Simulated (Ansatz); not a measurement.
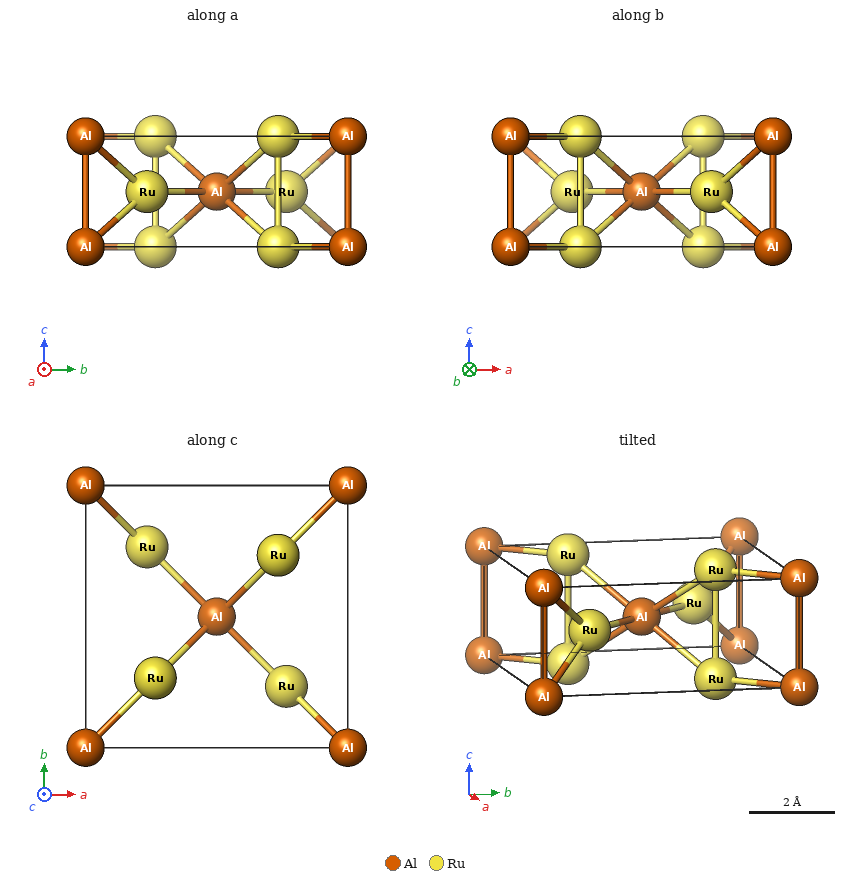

View along the a axis, along the b axis, along the c axis and slightly off an axis, drawn as a ball-and-stick model. The edges of the conventional unit cell are marked.

Lattice parameters: a = 6.2299 Å, b = 6.2299 Å, c = 2.6221 Å, α = 90.000°, β = 90.000°, γ = 90.000°.

Question: Transcribe the picture into a CIF in P1 with every atom of the cell, with free fractional coordinates to two decimals.

Answer:
```cif
data_structure
_symmetry_space_group_name_H-M 'P 1'
_symmetry_Int_Tables_number 1
_cell_length_a 6.2299
_cell_length_b 6.2299
_cell_length_c 2.6221
_cell_angle_alpha 90.000
_cell_angle_beta 90.000
_cell_angle_gamma 90.000
_cell_volume 101.77
loop_
_atom_site_label
_atom_site_type_symbol
_atom_site_fract_x
_atom_site_fract_y
_atom_site_fract_z
_atom_site_occupancy
Al1 Al 0.00 0.00 0.00 1
Al2 Al 0.50 0.50 0.50 1
Ru1 Ru 0.27 0.27 0.00 1
Ru2 Ru 0.23 0.77 0.50 1
Ru3 Ru 0.73 0.73 0.00 1
Ru4 Ru 0.77 0.23 0.50 1
```

Source of the structure: a structure type filled with these elements by a generator (whether the compound takes this form wasn't checked). Relaxation method: DFT PBE, scalar-relativistic, plane waves, PAW (Ansatz 0.2.0).
